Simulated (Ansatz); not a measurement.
# Geometry relaxation, with input and output: Ni$_{2}$Si (part 1 of 2)

System: Ni$_{2}$Si (Pnma, 12 atoms in the cell).
Method: DFT PBEsol, scalar-relativistic, plane waves, PAW, no spin polarisation (Ansatz 0.2.0).

The structure derives from an entry of the Crystallography Open Database. It belongs to a series of runs on one base structure; here: volume × 0.97, shape and atoms relaxed.

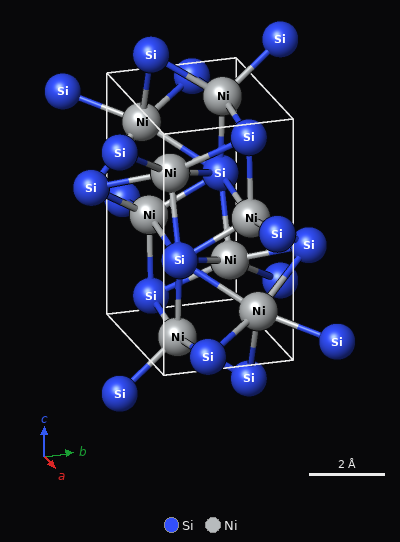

Figure 1. The input geometry (ball-and-stick view of the cell of the calculation, seen at an oblique angle; bonded neighbours outside the cell are drawn too). An atom can appear more than once, as a periodic image.

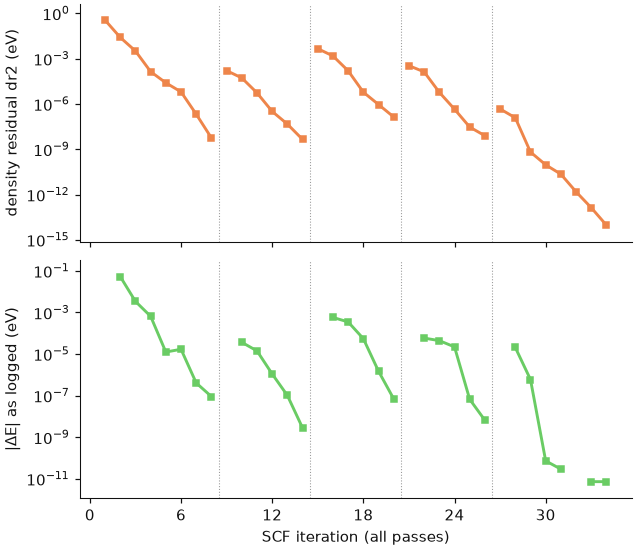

Figure 2. Convergence of the self-consistent field: density residual dr2 and size of the energy change against the SCF iteration. The dotted lines part the SCF passes of the relaxation: geometry steps, rejected trials and re-solves on a re-selected basis. The 5 passes take 6 to 8 iterations each, 34 in all.

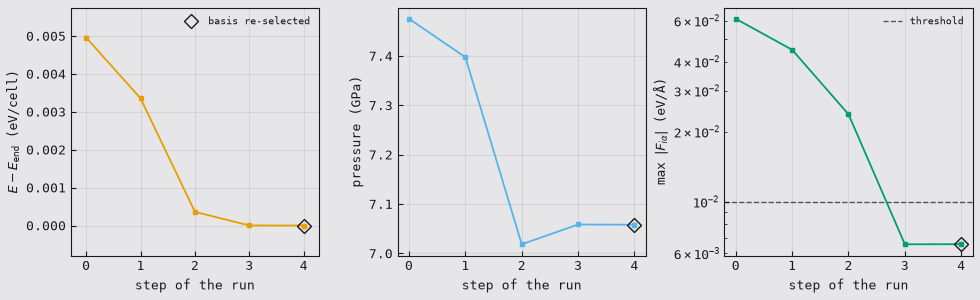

Figure 3. Progress of the relaxation, step by step (the first geometry is step 0 here and step 1 in the log).

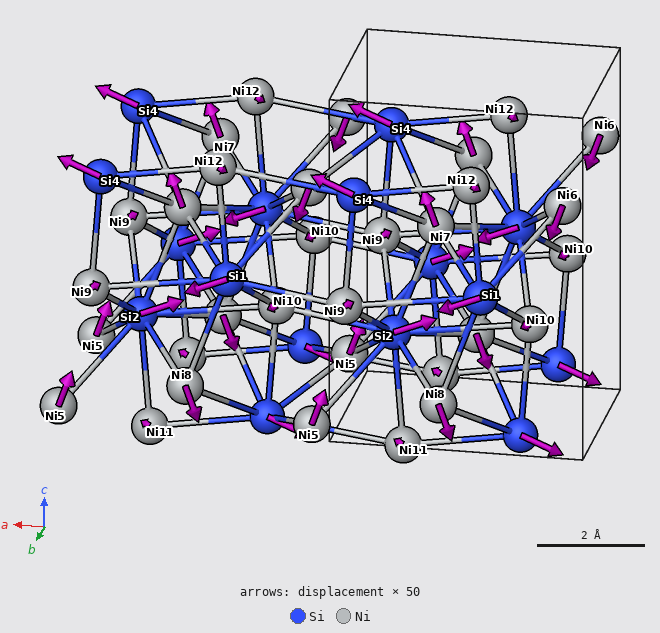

Figure 4. The starting structure with the displacements (without the part carried along by the change of the cell) as pink arrows, magnified 50 times (ball-and-stick view of the cell of the calculation, repeated 2 × 2 × 1, seen at an oblique angle). The energy falls by 5.0 meV per cell of the calculation in 3 geometry steps. The largest force component goes from 0.061 to 0.0066 eV/Å. The pressure goes from 7.48 to 7.06 GPa. The largest moves relative to the cell, 0.018 Å, are those of Si1, Si2, Si3 and Si4. By element the largest moves are Si 0.018 Å, Ni 0.016 Å. The drawn cell changes at constant volume: a 4.867 → 4.843 Å (−0.5 %), b 3.660 → 3.671 Å (+0.3 %), c 6.937 → 6.950 Å (+0.2 %). Distances before and after: Si1–Ni9 2.639 → 2.604 Å, Si1–Ni12 2.271 → 2.278 Å, Si1–Ni10 2.268 → 2.274 Å. The space group stays Pnma (No. 62). A last SCF at the same geometry on a re-selected plane-wave basis shifts the energy by next to nothing (0.0 meV per cell of the calculation). (Atoms are counted from 1 in the order of the input.)

These pictures come from the run below.

Input file
```yaml
crystal:
  lattice:
    - [4.8669505696, 0.0, 0.0]
    - [0.0, 3.660248395, 0.0]
    - [0.0, 0.0, 6.936799072]
  atoms:
    - { symbol: Si, position: [0.2916112963, 0.75, 0.6133916515] }
    - { symbol: Si, position: [0.7083887037, 0.25, 0.3866083485] }
    - { symbol: Si, position: [0.2083887037, 0.25, 0.1133916515] }
    - { symbol: Si, position: [0.7916112963, 0.75, 0.8866083485] }
    - { symbol: Ni, position: [0.9578150256, 0.75, 0.2074840763] }
    - { symbol: Ni, position: [0.0421849744, 0.25, 0.7925159237] }
    - { symbol: Ni, position: [0.5421849744, 0.25, 0.7074840763] }
    - { symbol: Ni, position: [0.4578150256, 0.75, 0.2925159237] }
    - { symbol: Ni, position: [0.8285234446, 0.75, 0.5603073524] }
    - { symbol: Ni, position: [0.1714765554, 0.25, 0.4396926476] }
    - { symbol: Ni, position: [0.6714765554, 0.25, 0.0603073524] }
    - { symbol: Ni, position: [0.3285234446, 0.75, 0.9396926476] }
basis:
  ecutwfc: 420
kpoints:
  mp_grid: { grid: [8, 10, 6] }
hamiltonian:
  xc: pbesol
scf:
  occupations: { method: gaussian, width: 0.1 }
output:
  forces: true
  stress: true
  eigenvalues: true
relax:
  adjacent_minimum: "off"
  f_tol: 0.01
  max_steps: 30
  cell: { stress_tol: 0.1, fix: [volume] }
```

Launch command:
```bash
ansatz run input.yaml --threads 2 --pin off --max-ram 5120MiB --backend cpu --events-out ev --progress --plain --runs-dir out
```

Output
```
Engine: ansatz 0.2.0, x86_64-unknown-linux-gnu
Pseudopotentials: kind: paw
Pseudopotential: Si, paw, valence charge 4, recommended cutoff 420 eV (normal), Si.paw.azcp
Pseudopotential: Ni, paw, valence charge 18, recommended cutoff 420 eV (normal), Ni.paw.azcp
Functional definition: PBEsol
  exchange = pbesol_x
  correlation = pbesol_c
Crystal: 12 atoms, lattice volume = 123.574 Å³
Basis set: ecut = 420 eV, 2415 PW (Γ), exchange–correlation on 72×50×96 points (8 copies of the dense FFT grid, shifted against one another)
Bands: 96, of which v1, the nominal top of the filled ones, is band 80 counted from 1 (79 counted from 0)
Symmetry: 8 space group operations
Space group: Pnma (ITA 62), of the structure as read, at distance tolerance 5.0e-5 Å
k-points: 120 of 480
Non-local potential: Si, projectors of the file, l = 0: 2, l = 1: 2, l = 2: 2
Non-local potential: Ni, projectors of the file, l = 0: 3, l = 1: 2, l = 2: 3, l = 3: 1
PAW form: soft (Blöchl's): semilocal exchange-correlation on the pseudo side does not see the compensation charge
PAW frozen core: Si, regenerated for the run's functional, and the local potential with it (the file was generated under x = pbe(κ = 0.804, μ = 0.2195149727645171), c = pbe(β = 0.06672455060314922))
PAW frozen core: Ni, regenerated for the run's functional, and the local potential with it (the file was generated under x = pbe(κ = 0.804, μ = 0.2195149727645171), c = pbe(β = 0.06672455060314922))
PAW one-centre angular grid: Si, 110 points (default); XC on 64 Gauss nodes
PAW one-centre angular grid: Ni, 590 points (default); XC on 64 Gauss nodes
Initial density: superposition of atomic densities (neutral atoms: chi_scale 0, normalization atom), corrected by the library's trained network
Initial wavefunctions: pseudopotential atomic-orbital guess
Functional: x = pbesol(κ = 0.804, μ = 0.12345679012345678), c = pbesol(β = 0.046)
SCF iter   1: F=—  HF=-48933.240888 eV  |F-HF|=—  |Δ(HF+E_count)|=         —  Δρ=2.27e-2  dr2=3.53e-1  ethr=1.77e-3  ⟨swp⟩=5.0  Hψ=40583  notcnv=0  defer=119
preconditioner: auto → Kerker (q_TF=auto, 2.848 Å⁻¹)  [metal: Δε(μ)=0.010 eV  Ē_g=7.644 eV  σ=0.100 eV  W_gap=0.06  n_scr=52 (ndim 8)  ℏωp=32.7 eV  f_vac=0.000  D(μ)=6.18/eV (n_scr^D=56)]
SCF iter   2: F=—  HF=-48933.187573 eV  |F-HF|=—  |Δ(HF+E_count)|=   5.33e-2  Δρ=5.59e-3  dr2=2.53e-2  ethr=2.21e-4  ⟨swp⟩=2.7  Hψ=21668  notcnv=0  defer=1033
SCF iter   3: F=—  HF=-48933.184163 eV  |F-HF|=—  |Δ(HF+E_count)|=   3.41e-3  Δρ=1.73e-3  dr2=3.19e-3  ethr=1.58e-5  ⟨swp⟩=1.3  Hψ=10995  notcnv=0  defer=1033
SCF iter   4: F=—  HF=-48933.183510 eV  |F-HF|=—  |Δ(HF+E_count)|=   6.53e-4  Δρ=3.41e-4  dr2=1.37e-4  ethr=1.99e-6  ⟨swp⟩=2.2  Hψ=16417  notcnv=0  defer=1033
SCF iter   5: F=—  HF=-48933.183522 eV  |F-HF|=—  |Δ(HF+E_count)|=   1.25e-5  Δρ=1.72e-4  dr2=2.50e-5  ethr=8.59e-8  ⟨swp⟩=2.0  Hψ=16852  notcnv=0  defer=1033
SCF iter   6: F=—  HF=-48933.183505 eV  |F-HF|=—  |Δ(HF+E_count)|=   1.70e-5  Δρ=7.51e-5  dr2=6.28e-6  ethr=1.56e-8  ⟨swp⟩=2.0  Hψ=16502  notcnv=0  defer=1033
SCF iter   7: F=—  HF=-48933.183505 eV  |F-HF|=—  |Δ(HF+E_count)|=   4.07e-7  Δρ=1.44e-5  dr2=2.08e-7  ethr=3.93e-9  ⟨swp⟩=1.7  Hψ=13939  notcnv=0  defer=1033
SCF iter   8: F=-48933.183505 eV  HF=-48933.183505 eV  |F-HF|=4.08e-9  |Δ(HF+E_count)|=   9.05e-8  Δρ=2.18e-6  dr2=5.60e-9  ethr=6.25e-11  ⟨swp⟩=9.0  Hψ=53885  notcnv=0
SCF 1 converged in 8 iterations: F = -48933.183505 eV  dr2 = 5.60e-9
  greatest PAW one-centre occupation: 1.001 electrons in one spin orbital (limit 2), on the Ni atom at site 5 (counted from 0), in its partial waves of l = 1
relax step   1: F+E_penalty+E_count = -48933.18350486 eV  Δ(F+E_penalty+E_count) = +0.000e0 eV  max|allowed force component| = 6.113e-2 eV/Å  Δτ_max = 0.0000 Å  P = +7.475 GPa  Ω = 123.574 Å³  fix = [volume]  reactions: volume +7.475 GPa  (8 SCF iters, dr2 threshold 1.00e-7 eV, accepted)
Initial density: handed on by an earlier stage of this run
Initial wavefunctions: those handed on with the density
iter 1 solved again at ethr=1.08e-7 eV; its pass at ethr=3.10e-3 eV (dr2=1.72e-4 eV) is discarded
SCF iter   1: F=—  HF=-48933.185160 eV  |F-HF|=—  |Δ(HF+E_count)|=         —  Δρ=3.78e-4  dr2=1.60e-4  ethr=1.08e-7  ⟨swp⟩=2.2  Hψ=44404  notcnv=0
preconditioner: auto → Kerker (q_TF=auto, 2.848 Å⁻¹)  [metal: Δε(μ)=0.003 eV  Ē_g=7.665 eV  σ=0.100 eV  W_gap=0.02  n_scr=52 (ndim 8)  ℏωp=32.7 eV  f_vac=0.000  D(μ)=6.26/eV (n_scr^D=56)]
SCF iter   2: F=—  HF=-48933.185124 eV  |F-HF|=—  |Δ(HF+E_count)|=   3.67e-5  Δρ=1.95e-4  dr2=5.26e-5  ethr=9.97e-8  ⟨swp⟩=1.0  Hψ=11520  notcnv=0
SCF iter   3: F=—  HF=-48933.185109 eV  |F-HF|=—  |Δ(HF+E_count)|=   1.42e-5  Δρ=6.11e-5  dr2=5.40e-6  ethr=3.29e-8  ⟨swp⟩=2.7  Hψ=18342  notcnv=0
iter 4 did not close the SCF: its close was put off for the readings that it lacked (scf_convergence_deferred on its scf_iter line)
SCF iter   4: F=-48933.185108 eV  HF=-48933.185108 eV  |F-HF|=2.09e-7  |Δ(HF+E_count)|=   1.10e-6  Δρ=1.95e-5  dr2=3.18e-7  ethr=3.37e-9  ⟨swp⟩=2.3  Hψ=16625  notcnv=0
iter 5 did not close the SCF: its close was put off for the readings that it lacked (scf_convergence_deferred on its scf_iter line)
SCF iter   5: F=-48933.185108 eV  HF=-48933.185108 eV  |F-HF|=4.61e-8  |Δ(HF+E_count)|=   1.02e-7  Δρ=7.10e-6  dr2=4.61e-8  ethr=1.99e-10  ⟨swp⟩=2.0  Hψ=17945  notcnv=0
SCF iter   6: F=-48933.185108 eV  HF=-48933.185108 eV  |F-HF|=4.18e-9  |Δ(HF+E_count)|=   2.79e-9  Δρ=2.34e-6  dr2=4.44e-9  ethr=2.88e-11  ⟨swp⟩=1.8  Hψ=35407  notcnv=0
SCF 2 converged in 6 iterations: F = -48933.185108 eV  dr2 = 4.44e-9
  greatest PAW one-centre occupation: 1.001 electrons in one spin orbital (limit 2), on the Ni atom at site 7 (counted from 0), in its partial waves of l = 1
relax step   2: F+E_penalty+E_count = -48933.18510815 eV  Δ(F+E_penalty+E_count) = -1.603e-3 eV  max|allowed force component| = 4.498e-2 eV/Å  Δτ_max = 0.0031 Å  P = +7.398 GPa  Ω = 123.574 Å³  energy of the carried Pulay correction = +3.040e-15 eV  fix = [volume]  reactions: volume +7.398 GPa  (6 SCF iters, dr2 threshold 4.88e-7 eV, accepted)
Basis set: ecut = 420 eV, 2407 PW (Γ), exchange–correlation on 72×50×96 points (8 copies of the dense FFT grid, shifted against one another)
iter 1 solved again at ethr=3.13e-6 eV; its pass at ethr=3.10e-3 eV (dr2=5.00e-3 eV) is discarded
SCF iter   1: F=—  HF=-48933.189090 eV  |F-HF|=—  |Δ(HF+E_count)|=         —  Δρ=2.03e-3  dr2=4.56e-3  ethr=3.13e-6  ⟨swp⟩=2.0  Hψ=47925  notcnv=0
preconditioner: auto → Kerker (q_TF=auto, 2.848 Å⁻¹)  [metal: Δε(μ)=0.003 eV  Ē_g=7.655 eV  σ=0.100 eV  W_gap=0.01  n_scr=52 (ndim 8)  ℏωp=32.7 eV  f_vac=0.000  D(μ)=6.32/eV (n_scr^D=56)]
SCF iter   2: F=—  HF=-48933.188512 eV  |F-HF|=—  |Δ(HF+E_count)|=   5.78e-4  Δρ=1.06e-3  dr2=1.50e-3  ethr=2.85e-6  ⟨swp⟩=1.0  Hψ=11520  notcnv=0
SCF iter   3: F=—  HF=-48933.188162 eV  |F-HF|=—  |Δ(HF+E_count)|=   3.50e-4  Δρ=3.29e-4  dr2=1.56e-4  ethr=9.35e-7  ⟨swp⟩=2.5  Hψ=17531  notcnv=0
SCF iter   4: F=—  HF=-48933.188107 eV  |F-HF|=—  |Δ(HF+E_count)|=   5.50e-5  Δρ=8.88e-5  dr2=5.99e-6  ethr=9.73e-8  ⟨swp⟩=2.3  Hψ=17801  notcnv=0
SCF iter   5: F=—  HF=-48933.188106 eV  |F-HF|=—  |Δ(HF+E_count)|=   1.49e-6  Δρ=3.45e-5  dr2=9.10e-7  ethr=3.75e-9  ⟨swp⟩=2.0  Hψ=20434  notcnv=0
SCF iter   6: F=-48933.188105 eV  HF=-48933.188106 eV  |F-HF|=1.41e-7  |Δ(HF+E_count)|=   6.95e-8  Δρ=1.25e-5  dr2=1.36e-7  ethr=1.93e-10  ⟨swp⟩=5.6  Hψ=49175  notcnv=0
SCF 3 converged in 6 iterations: F = -48933.188105 eV  dr2 = 1.36e-7
relax step   3: F+E_penalty+E_count = -48933.18810544 eV  Δ(F+E_penalty+E_count) = -2.997e-3 eV  max|allowed force component| = 2.377e-2 eV/Å  Δτ_max = 0.0197 Å  P = +7.019 GPa  Ω = 123.574 Å³  fix = [volume]  reactions: volume +7.019 GPa  (6 SCF iters, dr2 threshold 3.09e-7 eV, accepted)
iter 1 solved again at ethr=2.20e-7 eV; its pass at ethr=3.10e-3 eV (dr2=3.52e-4 eV) is discarded
SCF iter   1: F=—  HF=-48933.188588 eV  |F-HF|=—  |Δ(HF+E_count)|=         —  Δρ=4.96e-4  dr2=3.41e-4  ethr=2.20e-7  ⟨swp⟩=2.1  Hψ=44714  notcnv=0
preconditioner: auto → Kerker (q_TF=auto, 2.848 Å⁻¹)  [metal: Δε(μ)=0.008 eV  Ē_g=7.653 eV  σ=0.100 eV  W_gap=0.05  n_scr=52 (ndim 8)  ℏωp=32.7 eV  f_vac=0.000  D(μ)=6.35/eV (n_scr^D=56)]
SCF iter   2: F=—  HF=-48933.188529 eV  |F-HF|=—  |Δ(HF+E_count)|=   5.86e-5  Δρ=2.80e-4  dr2=1.33e-4  ethr=2.13e-7  ⟨swp⟩=1.0  Hψ=11520  notcnv=0
SCF iter   3: F=—  HF=-48933.188485 eV  |F-HF|=—  |Δ(HF+E_count)|=   4.42e-5  Δρ=6.34e-5  dr2=5.88e-6  ethr=8.34e-8  ⟨swp⟩=2.0  Hψ=16098  notcnv=0
SCF iter   4: F=—  HF=-48933.188463 eV  |F-HF|=—  |Δ(HF+E_count)|=   2.21e-5  Δρ=2.44e-5  dr2=4.49e-7  ethr=3.67e-9  ⟨swp⟩=2.0  Hψ=16995  notcnv=0
iter 5 did not close the SCF: its close was put off for the readings that it lacked (scf_convergence_deferred on its scf_iter line)
SCF iter   5: F=-48933.188463 eV  HF=-48933.188463 eV  |F-HF|=2.22e-8  |Δ(HF+E_count)|=   6.65e-8  Δρ=5.76e-6  dr2=2.94e-8  ethr=2.81e-10  ⟨swp⟩=2.2  Hψ=20301  notcnv=0
SCF iter   6: F=-48933.188463 eV  HF=-48933.188463 eV  |F-HF|=7.95e-9  |Δ(HF+E_count)|=   6.53e-9  Δρ=3.12e-6  dr2=7.83e-9  ethr=1.84e-11  ⟨swp⟩=2.5  Hψ=41492  notcnv=0
SCF 4 converged in 6 iterations: F = -48933.188463 eV  dr2 = 7.83e-9
relax step   4: F+E_penalty+E_count = -48933.18846260 eV  Δ(F+E_penalty+E_count) = -3.572e-4 eV  max|allowed force component| = 6.568e-3 eV/Å  Δτ_max = 0.0044 Å  P = +7.059 GPa  Ω = 123.574 Å³  energy of the carried Pulay correction = +1.584e-17 eV  fix = [volume]  reactions: volume +7.059 GPa  (6 SCF iters, dr2 threshold 7.71e-8 eV, accepted)
Initial wavefunctions: pseudopotential atomic-orbital guess (no wavefunctions were taken with the density)
iter 1 solved again at ethr=2.76e-7 eV; its pass at ethr=3.10e-3 eV (dr2=4.42e-4 eV) is discarded
```
